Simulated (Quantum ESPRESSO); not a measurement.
# GaP (F-43m): zone-centre phonons, part 2 of 4

Which modes does GaP (F-43m) have at the zone centre?

Quantum ESPRESSO 7.5; DFT LDA, scalar-relativistic, plane waves, PseudoDojo norm-conserving pseudopotentials.

So far, gap on the k-mesh (eV): step 2 (a probe with smearing) 1.50; step 3 (relaxation) 1.44.

### 5. Zone-centre response

At q = 0 one unit cell holds all displacements; symmetry groups them into irreducible representations that are solved one by one. The response to a field gives ε∞ and the Born charges, which polar modes need.

Input file ph.in:

```
phonons
&INPUTPH
  prefix = 'x'
  outdir = './tmp'
  fildyn = 'g.dyn'
  tr2_ph = 1.0d-18
  epsil  = .true.
/
0.000000000000 0.000000000000 0.000000000000
```

Launch:

```bash
OMP_NUM_THREADS=1 mpirun -n 4 ph.x -nk 4 -in ph.in > ph.out
```

What it wrote:

```text
[banners, grids, parts of the stress and lines that vanish by symmetry left out]
[banner, memory and clock lines left out]
Program PHONON v.7.5

     ./tmp/x.save/

     IMPORTANT: XC functional enforced from input :
     Exchange-correlation= PW
                           (   1   4   0   0   0   0   0)
     Any further DFT definition will be discarded
     Please, verify this is what you really want

     G-vector sticks info

     Reading collected, re-writing distributed wavefunctions in ./tmp/

     Number and degeneracy of irreps per q-point
       N         xq(1)         xq(2)         xq(3)   N irreps
       1   0.000000000   0.000000000   0.000000000       2
        3   3

     Calculation of q =    0.0000000   0.0000000   0.0000000

     phonons

     bravais-lattice index     =            2
     lattice parameter (alat)  =      10.1806  a.u.
     unit-cell volume          =     263.7881 (a.u.)^3
     number of atoms/cell      =            2
     number of atomic types    =            2
     kinetic-energy cut-off    =      88.0000  Ry
     charge density cut-off    =     352.0000  Ry
     convergence threshold     =      1.0E-18
     beta                      =       0.7000
     number of iterations used =            4
     Exchange-correlation= PW
                           (   1   4   0   0   0   0   0)

     celldm(1)=   10.18056  celldm(2)=    0.00000  celldm(3)=    0.00000
     celldm(4)=    0.00000  celldm(5)=    0.00000  celldm(6)=    0.00000

     crystal axes: (cart. coord. in units of alat)
               a(1) = ( -0.5000  0.0000  0.5000 )
               a(2) = (  0.0000  0.5000  0.5000 )
               a(3) = ( -0.5000  0.5000  0.0000 )

     reciprocal axes: (cart. coord. in units 2 pi/alat)
               b(1) = ( -1.0000 -1.0000  1.0000 )
               b(2) = (  1.0000  1.0000  1.0000 )
               b(3) = ( -1.0000  1.0000 -1.0000 )

     Atoms inside the unit cell:

     Cartesian axes

     site n.  atom      mass           positions (alat units)
        1  Ga     69.7230   tau(    1) = (    0.00000    0.00000    0.00000  )
        2  P      30.9738   tau(    2) = (   -0.25000    0.25000    0.25000  )

     Computing dynamical matrix for
                    q = (   0.0000000   0.0000000   0.0000000 )

     25 Sym.Ops. (with q -> -q+G )

     G cutoff =  924.1157  (  29603 G-vectors)     FFT grid: ( 45, 45, 45)
     number of k points=    29
                       cart. coord. in units 2pi/alat
        k(    1) = (   0.0000000   0.0000000   0.0000000), wk =   0.0039062
        k(    2) = (  -0.1250000   0.1250000  -0.1250000), wk =   0.0312500
        k(    3) = (  -0.2500000   0.2500000  -0.2500000), wk =   0.0312500
        [... further k-points left out ...]

     PseudoPot. # 1 for Ga read from file:
     ./pseudo/Ga.upf
     Pseudo is Norm-conserving + core correction, Zval = 13.0
     Using radial grid of 1858 points,  6 beta functions with:
                l(1) =   0
                l(2) =   0
                l(3) =   1
                l(4) =   1
                l(5) =   2
                l(6) =   2

     PseudoPot. # 2 for P  read from file:
     ./pseudo/P.upf
     Pseudo is Norm-conserving + core correction, Zval =  5.0
     Using radial grid of 1298 points,  6 beta functions with:
                l(1) =   0
                l(2) =   0
                l(3) =   1
                l(4) =   1
                l(5) =   2
                l(6) =   2

     Mode symmetry, T_d (-43m)  point group:

     Electric field:
     Dielectric constant
     Born effective charges as d Force / d E

     Atomic displacements:
     There are    2 irreducible representations

     Representation     1      3 modes -  To be done

     Representation     2      3 modes -  To be done

     Alpha used in Ewald sum =   2.8000

     Electric Fields Calculation

      iter #   1   av.it.:   8.6
      thresh= 1.000E-02 alpha_mix =  0.700 |ddv_scf|^2 =  8.080E-08

      iter #   2   av.it.:  16.6
      thresh= 2.843E-05 alpha_mix =  0.700 |ddv_scf|^2 =  5.937E-09

      iter #   3   av.it.:  16.4
      thresh= 7.705E-06 alpha_mix =  0.700 |ddv_scf|^2 =  5.089E-11

      iter #   4   av.it.:  17.5
      thresh= 7.134E-07 alpha_mix =  0.700 |ddv_scf|^2 =  4.525E-12

      iter #   5   av.it.:  17.1
      thresh= 2.127E-07 alpha_mix =  0.700 |ddv_scf|^2 =  1.497E-13

      iter #   6   av.it.:  15.8
      thresh= 3.869E-08 alpha_mix =  0.700 |ddv_scf|^2 =  2.796E-15

      iter #   7   av.it.:  16.7
      thresh= 5.288E-09 alpha_mix =  0.700 |ddv_scf|^2 =  7.611E-17

      iter #   8   av.it.:  17.4
      thresh= 8.724E-10 alpha_mix =  0.700 |ddv_scf|^2 =  9.050E-20

     End of electric fields calculation

          Dielectric constant in cartesian axis

          (      11.587026971      -0.000000000      -0.000000000 )
          (      -0.000000000      11.587026971       0.000000000 )
          (      -0.000000000       0.000000000      11.587026971 )

          Effective charges (d Force / dE) in cartesian axis without acoustic sum rule applied (asr)

           atom    1  Ga    Mean Z*:        2.04118
      Ex  (        2.04118        0.00000        0.00000 )
      Ey  (        0.00000        2.04118       -0.00000 )
      Ez  (        0.00000       -0.00000        2.04118 )
           atom    2  P     Mean Z*:       -2.16044
      Ex  (       -2.16044       -0.00000       -0.00000 )
      Ey  (       -0.00000       -2.16044        0.00000 )
      Ez  (       -0.00000        0.00000       -2.16044 )

          Effective charges Sum: Mean:       -0.11926
             -0.11926       -0.00000        0.00000
             -0.00000       -0.11926        0.00000
              0.00000        0.00000       -0.11926

          Effective charges (d Force / dE) in cartesian axis with asr applied:
           atom    1  Ga    Mean Z*:        2.10081
      E*x (        2.10081        0.00000        0.00000 )
      E*y (        0.00000        2.10081       -0.00000 )
      E*z (        0.00000       -0.00000        2.10081 )
           atom    2  P     Mean Z*:       -2.10081
      E*x (       -2.10081       -0.00000       -0.00000 )
      E*y (       -0.00000       -2.10081        0.00000 )
      E*z (       -0.00000        0.00000       -2.10081 )

     Representation #   1 modes #   1   2   3

     Self-consistent Calculation

      iter #   1   av.it.:   7.8
      thresh= 1.000E-02 alpha_mix =  0.700 |ddv_scf|^2 =  4.599E-08

      iter #   2   av.it.:  16.7
      thresh= 2.144E-05 alpha_mix =  0.700 |ddv_scf|^2 =  3.745E-09

      iter #   3   av.it.:  16.7
      thresh= 6.119E-06 alpha_mix =  0.700 |ddv_scf|^2 =  6.051E-11

      iter #   4   av.it.:  17.2
      thresh= 7.779E-07 alpha_mix =  0.700 |ddv_scf|^2 =  6.737E-12

      iter #   5   av.it.:  17.2
      thresh= 2.596E-07 alpha_mix =  0.700 |ddv_scf|^2 =  2.457E-14

      iter #   6   av.it.:  16.8
      thresh= 1.567E-08 alpha_mix =  0.700 |ddv_scf|^2 =  1.747E-16

[...]
End of self-consistent calculation

     Convergence has been achieved

     Representation #   2 modes #   4   5   6

     Self-consistent Calculation

[...]
iter #   3   av.it.:  17.6
      thresh= 8.680E-05 alpha_mix =  0.700 |ddv_scf|^2 =  6.709E-10

      iter #   4   av.it.:  17.6
      thresh= 2.590E-06 alpha_mix =  0.700 |ddv_scf|^2 =  1.539E-11

      iter #   5   av.it.:  17.1
      thresh= 3.923E-07 alpha_mix =  0.700 |ddv_scf|^2 =  1.993E-13

      iter #   6   av.it.:  17.1
      thresh= 4.465E-08 alpha_mix =  0.700 |ddv_scf|^2 =  5.089E-15

      iter #   7   av.it.:  16.6
      thresh= 7.134E-09 alpha_mix =  0.700 |ddv_scf|^2 =  1.674E-16

      iter #   8   av.it.:  17.4
      thresh= 1.294E-09 alpha_mix =  0.700 |ddv_scf|^2 =  2.774E-18

      iter #   9   av.it.:  17.0
      thresh= 1.665E-10 alpha_mix =  0.700 |ddv_scf|^2 =  5.281E-20

     End of self-consistent calculation

     Convergence has been achieved

     Number of q in the star =    1
     List of q in the star:
          1   0.000000000   0.000000000   0.000000000

          Dielectric constant in cartesian axis

          (      11.587026971      -0.000000000      -0.000000000 )
          (      -0.000000000      11.587026971       0.000000000 )
          (      -0.000000000       0.000000000      11.587026971 )

          Effective charges (d Force / dE) in cartesian axis without acoustic sum rule applied (asr)

           atom    1  Ga    Mean Z*:        2.04118
      Ex  (        2.04118        0.00000        0.00000 )
      Ey  (        0.00000        2.04118       -0.00000 )
      Ez  (        0.00000       -0.00000        2.04118 )
           atom    2  P     Mean Z*:       -2.16044
      Ex  (       -2.16044       -0.00000       -0.00000 )
      Ey  (       -0.00000       -2.16044        0.00000 )
      Ez  (       -0.00000        0.00000       -2.16044 )

          Effective charges Sum: Mean:       -0.11926
             -0.11926       -0.00000        0.00000
             -0.00000       -0.11926        0.00000
              0.00000        0.00000       -0.11926

          Effective charges (d Force / dE) in cartesian axis with asr applied:
           atom    1  Ga    Mean Z*:        2.10081
      E*x (        2.10081        0.00000        0.00000 )
      E*y (        0.00000        2.10081       -0.00000 )
      E*z (        0.00000       -0.00000        2.10081 )
           atom    2  P     Mean Z*:       -2.10081
      E*x (       -2.10081       -0.00000       -0.00000 )
      E*y (       -0.00000       -2.10081        0.00000 )
      E*z (       -0.00000        0.00000       -2.10081 )

     Diagonalizing the dynamical matrix

     q = (    0.000000000   0.000000000   0.000000000 )

 **************************************************************************
     freq (    1) =       0.094258 [THz] =       3.144118 [cm-1]
     freq (    2) =       0.094258 [THz] =       3.144118 [cm-1]
     freq (    3) =       0.094258 [THz] =       3.144118 [cm-1]
     freq (    4) =      10.950761 [THz] =     365.278085 [cm-1]
     freq (    5) =      10.950761 [THz] =     365.278085 [cm-1]
     freq (    6) =      10.950761 [THz] =     365.278085 [cm-1]
 **************************************************************************

     Mode symmetry, T_d (-43m)  point group:

     freq (   1-   3) =          3.1  [cm-1]   --> T_2  G_15 P_4   I+R
     freq (   4-   6) =        365.3  [cm-1]   --> T_2  G_15 P_4   I+R
```

Elapsed: 1.8 min, on 4 MPI ranks of AMD EPYC 9R14 (Zen 4), shared host; 7.1 min of CPU time.

This step gave:

```
miss of the charge sum rule                                       : 0.1193 e
largest acoustic frequency at the zone centre before the sum rule : 3.14 cm⁻¹
highest optical zone-centre mode (no LO-TO term)                  : 365.3 cm⁻¹
lowest optical zone-centre mode                                   : 365.3 cm⁻¹
mean high-frequency dielectric constant                           : 11.59
largest Born charge in size (third of the trace)                  : 2.160 e
```

Born charge (rows field, columns displacement), before the sum rule (e), principal values of the symmetric part by kind of site:

```
atom  atoms with these values    low  middle   high   mean
 Ga1                        1   2.04    2.04   2.04   2.04
  P2                        1  -2.16   -2.16  -2.16  -2.16
```

In full for Ga1:

```
2.04 0.00 0.00
0.00 2.04 0.00
0.00 0.00 2.04
```

High-frequency dielectric tensor:

```
11.59  0.00  0.00
 0.00 11.59  0.00
 0.00  0.00 11.59
```

The acoustic modes at Γ come out as far as 3.1 cm⁻¹ from zero, where they should vanish, a small numerical error; the Born charges miss their sum rule by 0.12 e, too much: mesh or cutoff is short for the field response.

### 6. Zone-centre analysis

A rigid shift of the crystal must cost nothing, but grids and finite bases break this; the acoustic sum rule is imposed before the matrix is diagonalised again. With Born charges the intensities follow, and the static dielectric tensor.

Input file dynmat.in:

```
&INPUT
  fildyn = 'g.dyn'
  asr    = 'simple'
  fileig = 'dynmat.eig'
  lperm  = .true.
/
```

Launch:

```bash
dynmat.x -in dynmat.in > dynmat.out
```

What it wrote:

```text
[banner, memory and clock lines left out]
Program DYNMAT v.7.5

     Reading Dynamical Matrix from file g.dyn
     ...Force constants read
     ...epsilon and Z* read
     A direction for q was not specified:TO-LO splitting will be absent

     Polarizability (A^3 units)
     multiply by 0.220799 for Clausius-Mossotti correction
        32.932348   -0.000000   -0.000000
        -0.000000   32.932348    0.000000
        -0.000000    0.000000   32.932348

     IR activities are in (D/A)^2/amu units

# mode   [cm-1]    [THz]      IR
    1     -0.00   -0.0000    0.0000
    2      0.00    0.0000    0.0000
    3      0.00    0.0000    0.0000
    4    365.27   10.9506    4.7478
    5    365.27   10.9506    4.7478
    6    365.27   10.9506    4.7478

Electronic dielectric permittivity tensor (relative, adimensional)
        11.587027   -0.000000   -0.000000
        -0.000000   11.587027    0.000000
        -0.000000    0.000000   11.587027

 ... with zone-center polar mode contributions
        13.528583    0.000000   -0.000000
         0.000000   13.528583    0.000000
        -0.000000    0.000000   13.528583
```

It took 0.65 s on 1 thread.

Read from the output:

```yaml
mean_static_dielectric_constant: 13.53
```

Unit eigenvectors of the mass-weighted matrix after the sum rule; no LO-TO term. Modes at Γ, with each element's share of the kinetic energy:

```csv
mode,frequency (cm⁻¹),symmetry,Ga %,P %
1,0.0,acoustic,69,31
2,0.0,acoustic,69,31
3,0.0,acoustic,69,31
4,365.3,T2,31,69
5,365.3,T2,31,69
6,365.3,T2,31,69
```

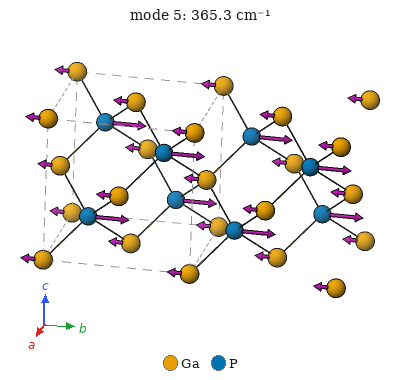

Displacement patterns of mode 5 at Γ; arrows are exaggerated. Bonds to atoms that aren't drawn are left out. 1×2×1 conventional cells are drawn. Some periodic images of atoms are drawn too.

Degenerate modes summed, no LO-TO term. Infrared lines, with heights relative to the strongest:

```
position (cm⁻¹)  lines merged  label  IR intensity, relative
            365             3     T2                     100
```

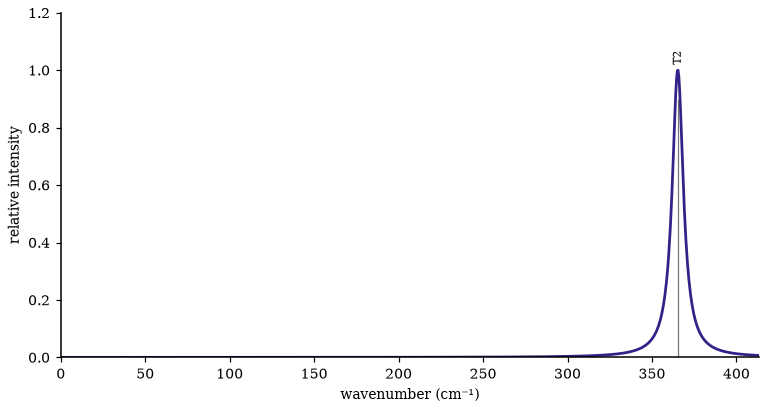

The infrared spectrum, broadened with Lorentzians of width 8 cm⁻¹; bars mark the lines.

Static dielectric tensor (ions relaxed, fixed cell):

```
13.53  0.00  0.00
 0.00 13.53  0.00
 0.00  0.00 13.53
```

The rule moves no optical mode by more than 0.1 cm⁻¹.

### 7. Modes along a direction of q (1 0 0)

A longitudinal polar mode sets up a macroscopic field that stiffens it; the term hangs on the direction from which q goes to zero.

Input file dynmat.in:

```
&INPUT
  fildyn = 'g.dyn'
  asr    = 'simple'
  fileig = 'dynmat.eig'
  q(1)   = 1.0
  q(2)   = 0.0
  q(3)   = 0.0
/
```

Launch:

```bash
dynmat.x -in dynmat.in > dynmat.out
```

What it wrote:

```text
[banner, memory and clock lines left out]
Program DYNMAT v.7.5

     Reading Dynamical Matrix from file g.dyn
     ...Force constants read
     ...epsilon and Z* read

     Polarizability (A^3 units)
     multiply by 0.220799 for Clausius-Mossotti correction
        32.932348   -0.000000   -0.000000
        -0.000000   32.932348    0.000000
        -0.000000    0.000000   32.932348

     IR activities are in (D/A)^2/amu units

# mode   [cm-1]    [THz]      IR
    1     -0.00   -0.0000    0.0000
    2     -0.00   -0.0000    0.0000
    3      0.00    0.0000    0.0000
    4    365.27   10.9506    4.7478
    5    365.27   10.9506    4.7478
    6    394.69   11.8325    4.7478
```

The job ended after 0.64 s (1 thread).

This step gave:

```
highest mode moved by the LO-TO term : 394.7 cm⁻¹
```

Zone-centre frequencies as printed; negative means imaginary. Modes:

| mode | frequency (cm⁻¹) |
| --- | --- |
| 1 | 0 |
| 2 | 0 |
| 3 | 0 |
| 4 | 365.3 |
| 5 | 365.3 |
| 6 | 394.7 |

The field moves one mode, from 365 to 395 cm⁻¹; the others stay.

### 8. Ground state, volume × 0.94

Bonds stiffen under compression, so frequencies follow the volume; the atoms are not relaxed anew.

Input file scf.in:

```
&CONTROL
  calculation = 'scf'
  prefix      = 'x'
  outdir      = './tmp'
  pseudo_dir  = './pseudo'
  tprnfor     = .true.
  tstress     = .true.
/
&SYSTEM
  ibrav       = 2
  celldm(1)   = 9.97273616
  nat         = 2
  ntyp        = 2
  ecutwfc     = 88.0
  occupations = 'fixed'
  nbnd        = 11
/
&ELECTRONS
  conv_thr         = 1.0d-12
  mixing_beta      = 0.7
  electron_maxstep = 100
/
ATOMIC_SPECIES
 Ga     69.7230  Ga.upf
 P      30.9738  P.upf
ATOMIC_POSITIONS crystal
 Ga     0.000000000   0.000000000   0.000000000
 P      0.250000000   0.250000000   0.250000000
K_POINTS automatic
 8 8 8 0 0 0
```

Launch:

```bash
OMP_NUM_THREADS=1 mpirun -n 4 pw.x -nk 4 -in scf.in > scf.out
```

What it wrote:

```text
[banners, grids, parts of the stress and lines that vanish by symmetry left out]
[banner, memory and clock lines left out]
Program PWSCF v.7.5

[...]
kinetic-energy cutoff     =      88.0000  Ry
     charge density cutoff     =     352.0000  Ry
     scf convergence threshold =      1.0E-12
[...]
Exchange-correlation= SLA  PW   NOGX NOGC
                           (   1   4   0   0   0   0   0)
[...]
24 Sym. Ops. (no inversion) found
[...]
number of k points=    29
[...]
End of self-consistent calculation
[...]
highest occupied, lowest unoccupied level (ev):     8.6954    9.9984
!    total energy              =    -166.69543769 Ry
[...]
convergence has been achieved in  10 iterations
[...]
atom    1 type  1   force =     0.00000000    0.00000000   -0.00000000
     atom    2 type  2   force =    -0.00000000    0.00000000   -0.00000000
     Total force =     0.000000     Total SCF correction =     0.000000
[...]
total   stress  (Ry/bohr**3)                   (kbar)     P=       63.93
[...]
XML data file, charge density, pseudopotentials, collected wavefunctions
```

Run time: 6.5 s. Hardware: 4 MPI ranks.

Read from the output:

| Item | Value |
| --- | --- |
| volume per atom | 18.37 Å³ |
| pressure | 6.393 GPa |
| gap on the k-mesh | 1.303 eV |

[end of part 2 of 4]

[Host names and launcher messages were left out of these logs when they were recorded.]

[Logs are printed without paths, hosts, clocks, repeated set-up lines and the standing remarks that a program may print on its own settings, such as how far it seeks lower states.]

[Hosts, paths, dates, database ids (printed as entryN), source tags and the programs' standing remarks are cut or masked in the printed files.]
